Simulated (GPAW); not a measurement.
## Mg15CoO16 (MgO32 Co1): moments or none

Aim: find out whether Mg15CoO16 (MgO32 Co1) carries moments when they start parallel, and what they gain.

Method: PBE; plane waves with GPAW's PAW setups, scalar-relativistic, in GPAW 26.7.0.

**1. The starting structure**

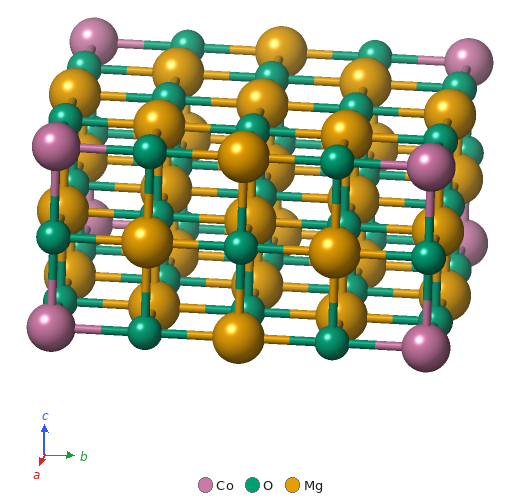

Start, viewed slightly off an axis; cobalt pink, oxygen teal, magnesium orange. Some periodic images of atoms are drawn too.

The cell is a made-up one and need not be a known phase.

**2. Start 1: ferro +**

Parallel moments need no larger cell; this start tests for a ferromagnetic state only.

order1.py

```python
import json
import numpy as np
from ase import Atoms
from ase.parallel import paropen, parprint
from gpaw import GPAW

atoms = Atoms(['Co', 'O', 'Mg', 'O', 'Mg', 'O', 'Mg', 'O', 'Mg', 'O', 'Mg', 'O', 'Mg', 'O', 'Mg', 'O', 'Mg', 'O', 'Mg', 'O', 'Mg', 'O', 'Mg', 'O', 'Mg', 'O', 'Mg', 'O', 'Mg', 'O', 'Mg', 'O'],
    cell=[[8.424, 0.0, 0.0],
         [0.0, 8.424, 0.0],
         [0.0, 0.0, 4.212]],
    scaled_positions=[[0.0, 0.0, 0.0],
         [0.25, 0.0, 0.0],
         [0.0, 0.25, 0.5],
         [0.25, 0.25, 0.5],
         [0.25, 0.0, 0.5],
         [0.0, 0.0, 0.5],
         [0.25, 0.25, 0.0],
         [0.0, 0.25, 0.0],
         [0.0, 0.5, 0.0],
         [0.25, 0.5, 0.0],
         [0.0, 0.75, 0.5],
         [0.25, 0.75, 0.5],
         [0.25, 0.5, 0.5],
         [0.0, 0.5, 0.5],
         [0.25, 0.75, 0.0],
         [0.0, 0.75, 0.0],
         [0.5, 0.0, 0.0],
         [0.75, 0.0, 0.0],
         [0.5, 0.25, 0.5],
         [0.75, 0.25, 0.5],
         [0.75, 0.0, 0.5],
         [0.5, 0.0, 0.5],
         [0.75, 0.25, 0.0],
         [0.5, 0.25, 0.0],
         [0.5, 0.5, 0.0],
         [0.75, 0.5, 0.0],
         [0.5, 0.75, 0.5],
         [0.75, 0.75, 0.5],
         [0.75, 0.5, 0.5],
         [0.5, 0.5, 0.5],
         [0.75, 0.75, 0.0],
         [0.5, 0.75, 0.0]],
    pbc=True,
    magmoms=[3.0, 0.0, 0.0, 0.0, 0.0, 0.0, 0.0, 0.0, 0.0, 0.0, 0.0, 0.0, 0.0, 0.0, 0.0, 0.0, 0.0, 0.0, 0.0, 0.0, 0.0, 0.0, 0.0, 0.0, 0.0, 0.0, 0.0, 0.0, 0.0, 0.0, 0.0, 0.0])
atoms.calc = GPAW(mode={'name': 'pw', 'ecut': 600},
    xc='PBE',
    kpts={'size': (3, 3, 6), 'gamma': True},
    occupations={'name': 'fermi-dirac', 'width': 0.05},
    convergence={'density': 1e-05, 'energy': 1e-05},
    maxiter=200,
    mixer={'name': 'pulay', 'beta': 0.05, 'nmaxold': 6, 'weight': 50},
    symmetry={'tolerance': 1e-4},
    txt='order1.txt')
e = atoms.get_potential_energy(force_consistent=True)
res = {'free_energy': e, 'energy_sigma0': atoms.get_potential_energy(), 'fermi_energy': atoms.calc.get_fermi_level()}
res['moments'] = atoms.get_magnetic_moments().tolist()
res['total'] = atoms.get_magnetic_moment()
parprint('site moments (muB):', np.round(res['moments'], 3))
parprint(f"total moment: {res['total']:.3f} muB")
parprint(f'free energy: {e:.6f} eV')
atoms.calc.write('order1.gpw')
with paropen('results.json', 'w') as f:
    json.dump(res, f)
```

On the command line:

```bash
$ OMP_NUM_THREADS=1 mpirun -n 4 gpaw python order1.py > order1.log
```

Numbers of over 12 decimals in the logs are rounded to 6 here.

Log:

```text
site moments (muB): [ 2.507e+00  4.100e-02 -0.000e+00  0.000e+00 -0.000e+00  1.040e-01
 -0.000e+00  4.100e-02  6.000e-03  1.000e-03 -0.000e+00  0.000e+00
 -0.000e+00  3.000e-03 -0.000e+00  4.100e-02  6.000e-03  4.100e-02
 -0.000e+00  0.000e+00 -0.000e+00  3.000e-03 -0.000e+00  1.000e-03
  0.000e+00  1.000e-03 -0.000e+00  0.000e+00 -0.000e+00  0.000e+00
 -0.000e+00  1.000e-03]
total moment: 2.989 muB
free energy: -196.125942 eV

--- order1.txt ---
Input parameters:
  mode=PW(ecut=600),
  convergence={'density': 1e-05, 'energy': 1e-05},
  kpts=MonkhorstPack(size=(3, 3, 6), gamma=True),
  maxiter=200,
  mixer=Pulay(name='pulay', nmaxold=6, beta=0.05, weight=50, sigma=0.015, g_ss=None),
  occupations=Occupations(name='fermi-dirac', width=0.05),
  symmetry=Symmetry(tolerance=0.0001),
  xc=XC(name='PBE')

Diagonalizing LCAO Hamiltonian
Converting LCAO to pw mode
      .--------------------.
     /|                    |
    / |                    |
   /  |                    |
  /  Mg   O    Mg   O      |
 *  O .--Mg---O----Mg------.
 |Mg O O  Mg MgO  O Mg    /
 O  MgMg O O  Mg MgO     /
 | /                    /
 |/    Mg    O    Mg   /
 Co---O----Mg----O----*

Atoms  # Å, Bohr magnetons
|    | symbol |        x |        y |        z |    initial magnetic moments |
|----|--------|----------|----------|----------|-----------------------------|
|  0 |     Co | 0.000000 | 0.000000 | 0.000000 | ( 0.0000,  0.0000,  3.0000) |
|  1 |      O | 2.106000 | 0.000000 | 0.000000 | ( 0.0000,  0.0000,  0.0000) |
|  2 |     Mg | 0.000000 | 2.106000 | 2.106000 | ( 0.0000,  0.0000,  0.0000) |
|  3 |      O | 2.106000 | 2.106000 | 2.106000 | ( 0.0000,  0.0000,  0.0000) |
|  4 |     Mg | 2.106000 | 0.000000 | 2.106000 | ( 0.0000,  0.0000,  0.0000) |
|  5 |      O | 0.000000 | 0.000000 | 2.106000 | ( 0.0000,  0.0000,  0.0000) |
|  6 |     Mg | 2.106000 | 2.106000 | 0.000000 | ( 0.0000,  0.0000,  0.0000) |
|  7 |      O | 0.000000 | 2.106000 | 0.000000 | ( 0.0000,  0.0000,  0.0000) |
|  8 |     Mg | 0.000000 | 4.212000 | 0.000000 | ( 0.0000,  0.0000,  0.0000) |
|  9 |      O | 2.106000 | 4.212000 | 0.000000 | ( 0.0000,  0.0000,  0.0000) |
| 10 |     Mg | 0.000000 | 6.318000 | 2.106000 | ( 0.0000,  0.0000,  0.0000) |
| 11 |      O | 2.106000 | 6.318000 | 2.106000 | ( 0.0000,  0.0000,  0.0000) |
| 12 |     Mg | 2.106000 | 4.212000 | 2.106000 | ( 0.0000,  0.0000,  0.0000) |
| 13 |      O | 0.000000 | 4.212000 | 2.106000 | ( 0.0000,  0.0000,  0.0000) |
| 14 |     Mg | 2.106000 | 6.318000 | 0.000000 | ( 0.0000,  0.0000,  0.0000) |
| 15 |      O | 0.000000 | 6.318000 | 0.000000 | ( 0.0000,  0.0000,  0.0000) |
| 16 |     Mg | 4.212000 | 0.000000 | 0.000000 | ( 0.0000,  0.0000,  0.0000) |
| 17 |      O | 6.318000 | 0.000000 | 0.000000 | ( 0.0000,  0.0000,  0.0000) |
| 18 |     Mg | 4.212000 | 2.106000 | 2.106000 | ( 0.0000,  0.0000,  0.0000) |
| 19 |      O | 6.318000 | 2.106000 | 2.106000 | ( 0.0000,  0.0000,  0.0000) |
| 20 |     Mg | 6.318000 | 0.000000 | 2.106000 | ( 0.0000,  0.0000,  0.0000) |
| 21 |      O | 4.212000 | 0.000000 | 2.106000 | ( 0.0000,  0.0000,  0.0000) |
| 22 |     Mg | 6.318000 | 2.106000 | 0.000000 | ( 0.0000,  0.0000,  0.0000) |
| 23 |      O | 4.212000 | 2.106000 | 0.000000 | ( 0.0000,  0.0000,  0.0000) |
| 24 |     Mg | 4.212000 | 4.212000 | 0.000000 | ( 0.0000,  0.0000,  0.0000) |
| 25 |      O | 6.318000 | 4.212000 | 0.000000 | ( 0.0000,  0.0000,  0.0000) |
| 26 |     Mg | 4.212000 | 6.318000 | 2.106000 | ( 0.0000,  0.0000,  0.0000) |
| 27 |      O | 6.318000 | 6.318000 | 2.106000 | ( 0.0000,  0.0000,  0.0000) |
| 28 |     Mg | 6.318000 | 4.212000 | 2.106000 | ( 0.0000,  0.0000,  0.0000) |
| 29 |      O | 4.212000 | 4.212000 | 2.106000 | ( 0.0000,  0.0000,  0.0000) |
| 30 |     Mg | 6.318000 | 6.318000 | 0.000000 | ( 0.0000,  0.0000,  0.0000) |
| 31 |      O | 4.212000 | 6.318000 | 0.000000 | ( 0.0000,  0.0000,  0.0000) |

Unit cell  # Å
| periodic |        x |        y |        z |  lengths |    angles |
|----------|----------|----------|----------|----------|-----------|
|      yes | 8.424000 | 0.000000 | 0.000000 | 8.424000 | 90.000000 |
|      yes | 0.000000 | 8.424000 | 0.000000 | 8.424000 | 90.000000 |
|      yes | 0.000000 | 0.000000 | 4.212000 | 4.212000 | 90.000000 |

Number of symmetries: 16

BZ-sampling:
  Number of BZ points: 54
  Number of IBZ points: 12

  Monkhorst-Pack size: [3, 3, 6]
  Monkhorst-Pack shift: [0.0, 0.0, 0.083333]

K-points  # in reciprocal-cell coordinates
|     |                                coordinates |     weight |
|-----|--------------------------------------------|------------|
|   0 | (  0.00000000,   0.00000000,   0.00000000) | 0.01851852 |
|   1 | (  0.00000000,   0.00000000,   0.16666667) | 0.03703704 |
|   2 | (  0.00000000,   0.00000000,   0.33333333) | 0.03703704 |
|   3 | (  0.00000000,   0.00000000,   0.50000000) | 0.01851852 |
|   4 | (  0.33333333,   0.00000000,   0.00000000) | 0.07407407 |
|   5 | (  0.33333333,   0.00000000,   0.16666667) | 0.14814815 |
|   6 | (  0.33333333,   0.00000000,   0.33333333) | 0.14814815 |
|   7 | (  0.33333333,   0.00000000,   0.50000000) | 0.07407407 |
|   8 | (  0.33333333,   0.33333333,   0.00000000) | 0.07407407 |
|   9 | (  0.33333333,   0.33333333,   0.16666667) | 0.14814815 |
| ... |                                            |            |
|  11 | (  0.33333333,   0.33333333,   0.50000000) | 0.07407407 |

Plane wave coefficients: 10005
Cutoff: 600.0 eV

Spin-components: 2 (collinear spins)
Bands:           159
Projectors:      161
Spin-degeneracy: 1
Datatype:        complex128

Parallelization:
  kpt:    4
  domain: 1
  band:   1

Density:
  Valence electrons: 255.0
  Components: 2
  Grid points: [48 48 24]
  Charge: 0.0  # |e|

Potential:
  Grid points: [48 48 24]

species:
  Co:
    name:    Cobalt
    Z:       27.0
    valence: 9
    core:    18
    charge:  0.0  # [|e|]
    compensation charges:
      type: gauss
      rc: 0.32  # [Å]
      lmax: 2
    cutoffs:
      filter: 1.87  # [Å]
      core: 2.55  # [Å]
    projectors
    | kind |    occ | energy [eV] | rcut [Å] |
    |------|--------|-------------|----------|
    |   4s |  2.000 |      -5.469 |    1.005 |
    |   4p |  0.000 |      -1.277 |    1.058 |
    |   3d |  7.000 |      -8.205 |    1.005 |
    |    s |        |      21.742 |    1.005 |
    |    p |        |      25.934 |    1.058 |
    |    d |        |      19.007 |    1.005 |

    Using partial waves for Co as LCAO basis

  O:
    name:    Oxygen
    Z:       8.0
    valence: 6
    core:    2
    charge:  0.0  # [|e|]
    compensation charges:
      type: gauss
      rc: 0.21  # [Å]
      lmax: 2
    cutoffs:
      filter: 1.17  # [Å]
      core: 0.83  # [Å]
    projectors
    | kind |    occ | energy [eV] | rcut [Å] |
    |------|--------|-------------|----------|
    |   2s |  2.000 |     -23.961 |    0.688 |
    |   2p |  4.000 |      -9.029 |    0.598 |
    |    s |        |       3.251 |    0.688 |
    |    p |        |      18.182 |    0.598 |
    |    d |        |       0.000 |    0.619 |

    Using partial waves for O as LCAO basis

  Mg:
    name:    Magnesium
    Z:       12.0
    valence: 10
    core:    2
    charge:  0.0  # [|e|]
    compensation charges:
      type: gauss
      rc: 0.33  # [Å]
      lmax: 2
    cutoffs:
      filter: 1.86  # [Å]
      core: 0.54  # [Å]
    projectors
    | kind |    occ | energy [eV] | rcut [Å] |
    |------|--------|-------------|----------|
    |   2s |  2.000 |     -79.840 |    1.090 |
    |   3s |  2.000 |      -4.705 |    1.090 |
    |   2p |  6.000 |     -46.613 |    1.085 |
    |   3p |  0.000 |      -1.330 |    1.085 |
    |    d |        |       0.000 |    1.037 |

    Using partial waves for Mg as LCAO basis

Reference energy: -152301.020054  # eV

eigensolver:
  PPCG
  Converge bands: occupied
  niter=2

density mixing:
  Pulay-Mixer
  Linear mixing parameters: 0.05
  Old densities: 6
  Fourier metric: weight=50, sigma=0.015

occupation numbers:
  Fermi-Dirac:
    width: 0.0500  # eV

poisson solver:
  ecut: 4800.0  # eV

xc functional:
  name: PBE with 2 nearest neighbor stencil

convergence criteria:
- Maximum integral of absolute [dens]ity change: 1e-05 electrons / valence electron
- Maximum [total energy] change in last 3 cyles: 1e-05 eV / valence electron
- Maximum integral of absolute [eigenst]ate change: 4e-08 eV^2 / valence electron
maximum number of iterations: 200

SCF iterations
|iter     |      energy | eigst |  dens |  magmom |
|---------|-------------|-------|-------|---------|
|iter:   1|       0s | -215.350852 | +0.83 |       |  +3.0052|
|iter:   2|      29s | -210.169683 | -0.41 | -0.97 |  +3.0050|
|iter:   3|      58s | -196.150393 | +0.35 | -1.03 |  +3.0036|
|iter:   4|      87s | -196.095079 | -0.34 | -1.38 |  +2.9986|
|iter:   5|     116s | -196.165622 | -1.34 | -1.46 |  +2.9224|
|iter:   6|     145s | -196.196781 | -2.33 | -1.76 |  +2.9272|
|iter:   7|     174s | -196.244112 | -1.85 | -1.77 |  +2.9573|
|iter:   8|     204s | -196.101164 | -1.60 | -1.95 |  +2.9677|
|iter:   9|     233s | -196.100026 | -2.65 | -2.46 |  +2.9647|
|iter:  10|     261s | -196.101159c| -3.33 | -2.63 |  +2.9695|
[... 11 iterations left out ...]
|iter:  22|     598s | -196.103803c| -6.85 | -4.07 |  +2.9869|
|iter:  23|     625s | -196.103960c| -6.11 | -4.16 |  +2.9877|
|iter:  24|     654s | -196.104004c| -6.86 | -4.33 |  +2.9880|
|iter:  25|     683s | -196.104030c| -7.26 | -4.42 |  +2.9882|
|iter:  26|     712s | -196.104048c| -7.53c| -4.50 |  +2.9882|
|iter:  27|     741s | -196.104102c| -7.25 | -4.48 |  +2.9886|
|iter:  28|     768s | -196.104140c| -7.46c| -4.60 |  +2.9888|
|iter:  29|     796s | -196.104195c| -7.11 | -4.59 |  +2.9891|
|iter:  30|     825s | -196.104234c| -7.16 | -4.63 |  +2.9894|
|iter:  31|     840s | -196.104238c| -7.57c| -5.14c|  +2.9894|

Converged in 31 steps
Energy contributions relative to reference atoms: (reference = -152301.020054)

Energy contributions:
  Kinetic:         205.500740
  Coulomb:        -171.406781
  Zero:              1.699246
  External:          0.000000
  Xc:             -231.875738
  Entropy:          -0.043409
  Spinorbit:         0.000000
  ----------------------------
  Free energy:    -196.125942
  Extrapolated:   -196.104238

dipole moment: (-153.162074, -153.162074, -147.970045)  # |e|*Ang

Total magnetic moment: (0.000000, 0.000000, 2.989409)

Local magnetic moments
|        x |        y |         z |
|----------|----------|-----------|
| 0.000000 | 0.000000 |  2.506981 |  # Co   0
| 0.000000 | 0.000000 |  0.040618 |  # O    1
| 0.000000 | 0.000000 | -0.000404 |  # Mg   2
| 0.000000 | 0.000000 |  0.000236 |  # O    3
| 0.000000 | 0.000000 | -0.000404 |  # Mg   4
| 0.000000 | 0.000000 |  0.103814 |  # O    5
| 0.000000 | 0.000000 | -0.000411 |  # Mg   6
| 0.000000 | 0.000000 |  0.040618 |  # O    7
| 0.000000 | 0.000000 |  0.005792 |  # Mg   8
| 0.000000 | 0.000000 |  0.001258 |  # O    9
| 0.000000 | 0.000000 | -0.000404 |  # Mg  10
| 0.000000 | 0.000000 |  0.000236 |  # O   11
| 0.000000 | 0.000000 | -0.000030 |  # Mg  12
| 0.000000 | 0.000000 |  0.002890 |  # O   13
| 0.000000 | 0.000000 | -0.000411 |  # Mg  14
| 0.000000 | 0.000000 |  0.040618 |  # O   15
[...]
| 0.000000 | 0.000000 | -0.000411 |  # Mg  22
| 0.000000 | 0.000000 |  0.001258 |  # O   23
| 0.000000 | 0.000000 |  0.000154 |  # Mg  24
| 0.000000 | 0.000000 |  0.001258 |  # O   25
| 0.000000 | 0.000000 | -0.000030 |  # Mg  26
| 0.000000 | 0.000000 |  0.000236 |  # O   27
| 0.000000 | 0.000000 | -0.000030 |  # Mg  28
| 0.000000 | 0.000000 |  0.000060 |  # O   29
| 0.000000 | 0.000000 | -0.000411 |  # Mg  30
| 0.000000 | 0.000000 |  0.001258 |  # O   31

Fermi level: 7.381
Eigenvalues  # (at kpt = [0.000, 0.000, 0.000])
| band index |      eig [eV] | occ [0-1] |      eig [eV] | occ [0-1] |
|------------|---------------|-----------|---------------|-----------|
|          0 |       -67.434 |     1.000 |       -67.430 |     1.000 |
|        ... |               |           |               |           |
|        120 |         4.336 |     1.000 |         4.362 |     1.000 |
|        121 |         4.961 |     1.000 |         4.995 |     1.000 |
|        122 |         4.961 |     1.000 |         4.998 |     1.000 |
|        123 |         4.964 |     1.000 |         4.998 |     1.000 |
|        124 |         5.087 |     1.000 |         7.044 |     0.999 |
|        125 |         5.112 |     1.000 |         7.044 |     0.999 |
|        126 |         5.112 |     1.000 |         7.264 |     0.912 |
|        127 |         5.783 |     1.000 |         8.300 |     0.000 |
|        128 |         6.626 |     1.000 |         9.389 |     0.000 |
|        129 |         9.680 |     0.000 |         9.728 |     0.000 |
|        130 |        12.871 |     0.000 |        13.042 |     0.000 |
|        131 |        13.089 |     0.000 |        13.108 |     0.000 |
|        132 |        13.089 |     0.000 |        13.108 |     0.000 |
|        133 |        13.165 |     0.000 |        13.244 |     0.000 |
|        134 |        14.361 |     0.000 |        14.395 |     0.000 |
|        135 |        14.361 |     0.000 |        14.395 |     0.000 |
|        ... |               |           |               |           |
|        158 |        18.081 |     0.000 |        18.115 |     0.000 |

No gap
No difference between direct/indirect transitions
```

Wall time 15 min (4 MPI ranks of Arm Neoverse V1, shared host); peak memory 2.4 GiB.

Spin moment in the augmentation sphere by element, in μB:

| element | atoms | mean | spread (r.m.s.) | least | largest |
| --- | --- | --- | --- | --- | --- |
| Co | 1 | 2.51 | 0.00 | 2.51 | 2.51 |
| O | 16 | 0.02 | 0.03 | 0.00 | 0.10 |
| Mg | 15 | 0.00 | 0.00 | 0.00 | 0.01 |

The atoms farthest from the mean of their element:

| atom | x, y, z (Å) | spin moment in the augmentation sphere (μB) |
| --- | --- | --- |
| O6 | 0.00, 0.00, 2.11 | 0.10 |
| O2 | 2.11, 0.00, 0.00 | 0.04 |
| O8 | 0.00, 2.11, 0.00 | 0.04 |
| O16 | 0.00, 6.32, 0.00 | 0.04 |
| O18 | 6.32, 0.00, 0.00 | 0.04 |
| O30 | 4.21, 4.21, 2.11 | 0.00 |
| O12 | 2.11, 6.32, 2.11 | 0.00 |
| O4 | 2.11, 2.11, 2.11 | 0.00 |

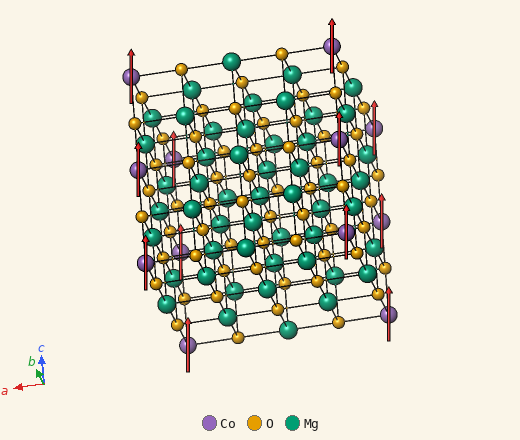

Spin moment in the augmentation sphere as arrows, the longest 2.51 μB. Up and down stand for the sign. Arrows give size and sign along the axis of quantisation, drawn up and down the page. 1×1×2 cells are drawn. Some periodic images of atoms are drawn too.

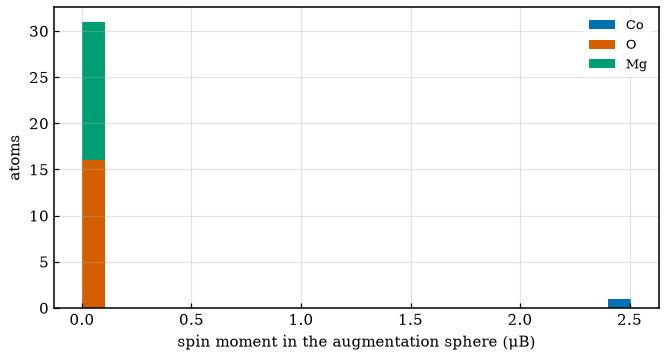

Spin moment in the augmentation sphere as a stacked histogram.

This step gave:

| Quantity | Value |
| --- | --- |
| magnetization | 2.989 μB |
| final state | ferromagnetic |

After 31 cycles the largest moment stands at 2.51 μB.

(Part 1 of 2 ends here.)

[Logs and program files are shortened in this print: banners, set-up blocks, solver, clock and traceback lines can be left out without a mark of their own.]

[Logs are printed without paths, hosts, clocks, repeated set-up lines and the standing remarks that a program may print on its own settings, such as how far it seeks lower states.]

[Hosts, paths, dates, database ids (printed as entryN), source tags and the programs' standing remarks are cut or masked in the printed files.]

[Where a cell is said to come from a database of computed structures, the database is the Materials Project.]
